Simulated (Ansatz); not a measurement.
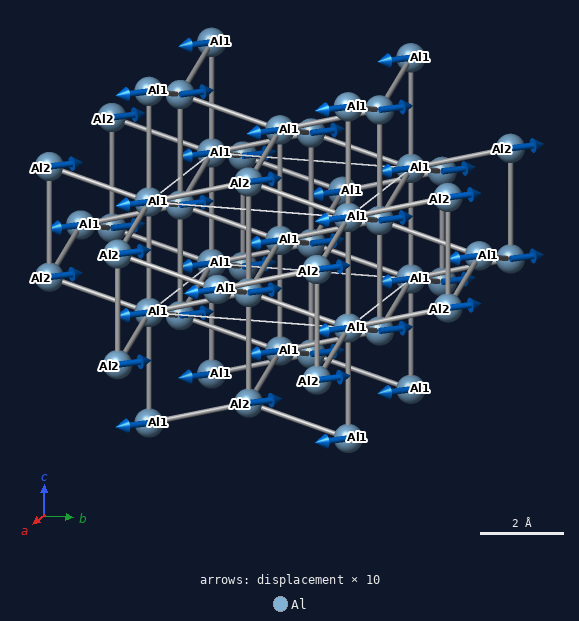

A relaxation of a crystal of Al (a generated structure, set up in I4_1/amd). The starting structure is drawn; blue arrows show the displacements (the part carried along by the change of the cell is left out), 10 times their true length.

Style: ball-and-stick. Shown: the conventional cell (2 times the calculation's cell), slightly off an axis. Lengths and directions refer to the drawn axes.

Phase: beta-Sn type.

These are results of DFT, PBE, plane waves (420 eV) with PAW, scalar-relativistic (Ansatz 0.2.0), not measurements. (plane-wave cutoff 420 eV; k-point mesh 13 × 13 × 9; occupations fermi dirac; smearing width 0.1 eV; no spin polarisation; cell and atoms relaxed; force threshold 0.01 eV/Å; at most 60 steps)

Describe the change and its energy.

After 15 accepted moves (18 points after the start) the energy has fallen by 247 meV per atom. The largest force component goes from 0.004 to 0.00032 eV/Å. Pressure: 7.51 GPa at the start and −0.01 GPa at the end. The line search rejected the trial step at point 9 of the run. At 2 points the geometry stayed and the basis and grid were re-selected for the new cell (energy shift of 10.8 meV per atom at most each time). The largest moves relative to the cell, 0.092 Å, are those of Al1 and Al2. Al1 goes along [1 −1 0]. The drawn cell changes as follows: a = b 5.036 → 5.419 Å (+7.6 %), c 2.750 → 2.803 Å (+1.9 %), α 90.0° → 104.7°, β 90.0° → 104.7°, γ 90.0° → 107.8°; the volume changes by +1.5 %. Near-neighbour distances that change, for instance: Al1–Al1 3.817 → 2.882 Å, Al1–Al2 3.255 → 2.848 Å, Al1–Al2 (another image) 2.610 → 2.833 Å, Al1–Al2 (another image) 2.610 → 2.776 Å. Among the angles between lasting bonds that change: Al2–Al1–Al2 94.0° → 62.5°, Al2–Al1–Al2 94.0° → 110.1°, Al1–Al1–Al2 74.7° → 89.7°. The space group (tolerance 0.01 Å) goes from I4_1/amd (No. 141) to C2/c (No. 15).
